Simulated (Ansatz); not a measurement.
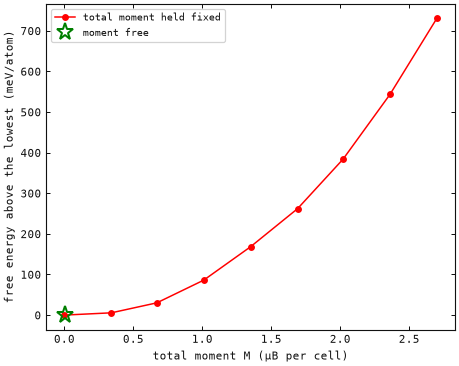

Fixed-spin-moment scan.
The run: Mn (Fm-3m, 1 atom in the cell), by DFT, PBE, PAW, plane waves, scalar-relativistic in Ansatz; cutoff 420 eV, 13×13×13 k-mesh, Fermi–Dirac smearing of 0.05 eV, collinear spins.

Which total moment is preferred in this cell?

Among the held moments the energy is lowest at M = 0 μB. The best free run ends at M = 0.0 μB, level with the bottom of the curve. Antiparallel orders weren't tried, and these are the states found from these starts; lower ones may exist.
